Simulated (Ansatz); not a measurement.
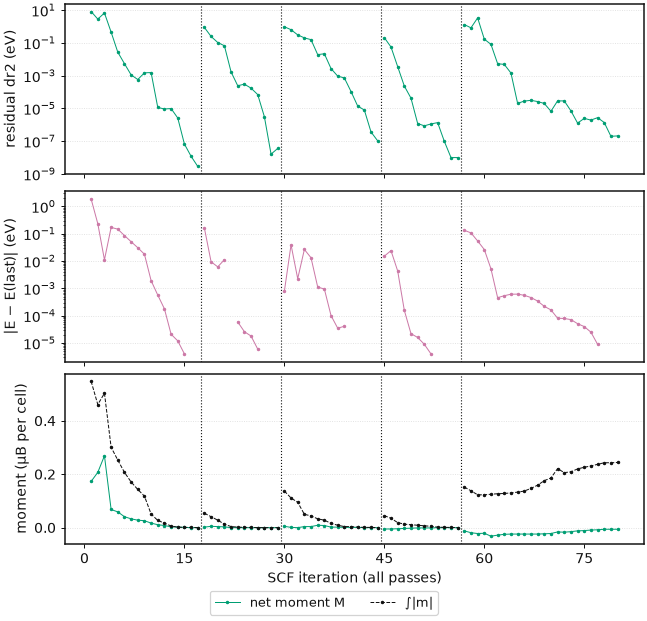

Convergence history. SCF iterations of a calculation: density residual dr2, distance of the Harris–Foulkes energy from its last value in each pass, magnetic moments. C₆O (slab, 7 atoms in the cell); Ansatz 0.2.0, DFT PBE+D3(BJ), scalar-relativistic, plane waves, PAW; cutoff 420 eV, 12×12×1 k-mesh, Gaussian smearing of 0.05 eV, collinear spins. Each stretch between dotted lines is the SCF of one geometry step of a relaxation. The run starts from the density of an earlier run. Energy differences below 3 × 10⁻⁶ eV aren't drawn. dr2 is the charge part; the magnetisation has a residual of its own.

It was still iterating, at step 80, when the time limit ended it. There are 5 passes, of 17, 12, 15, 12 and 24 iterations. In pass 5, the residual comes down slowly and unevenly, and has reached only 2.1 × 10⁻⁷ when the run stops. The program keeps the magnetisation out of the quasi-Newton mixer until iteration 8 and then restarts the mixer with it. The residual starts near 8 and ends near 2 × 10⁻⁷ eV. The net moment goes from 0.17 to −0.01 μB per cell, though in an unconverged run this needn't be final.
